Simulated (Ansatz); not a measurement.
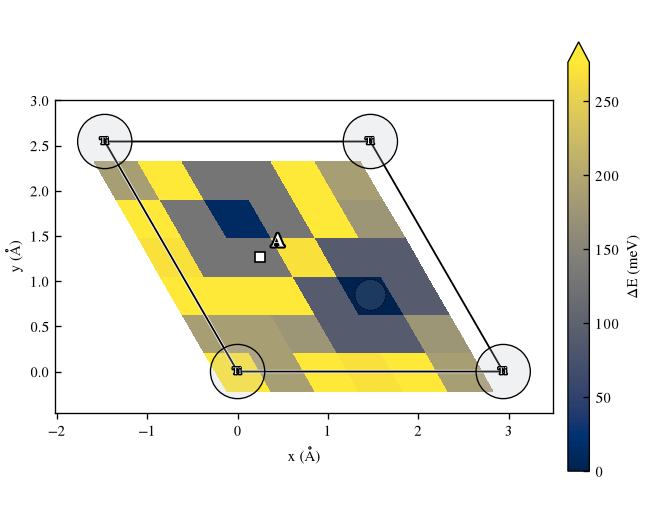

H on a Ti(001) slab cut from the P6_3/mmc phase, its upper half relaxed before the scan (5 atoms of substrate and one adsorbate in a 1 × 1 cell). 
- H is moved over the surface cell; relaxed at each place: the height of the adsorbate's atoms and the top layer of the substrate; the origin of the map has the adsorbate above Ti5.
- Places are given modulo a cell vector. The map is drawn in real space over the plane of the surface.
- The scan uses a 6 × 6 grid; 16 points were computed and 20 follow by symmetry.
- Energies: meV, counted from the lowest grid point.
- The relaxed height changes by up to 0.8 Å between neighbouring points. With one adsorbate in each 1 × 1 cell, its nearest image is 2.9 Å away, so neighbouring adsorbates interact.
- All numbers below come from DFT PBE, scalar-relativistic, plane waves, PAW in Ansatz. Settings: cutoff 420 eV, k-mesh 9×9×1, gaussian smearing 0.1 eV, no spin polarisation.

In the figure: one coloured cell a grid point, labelled circles for the atoms of the top layer and small ones for the second layer, the outline of one cell of the plane, one colour for all values above the top of the scale, the point A.

Q: Which way does the force act at A, and how strong is it?

A: A, at (2/6, 3/6) of the cell vectors, is not a stationary point. The computed force is 0.44 eV/Å in the plane, pointing up in the picture (components −0.13 and 0.42 eV/Å).

PAW datasets: the set soft_1.
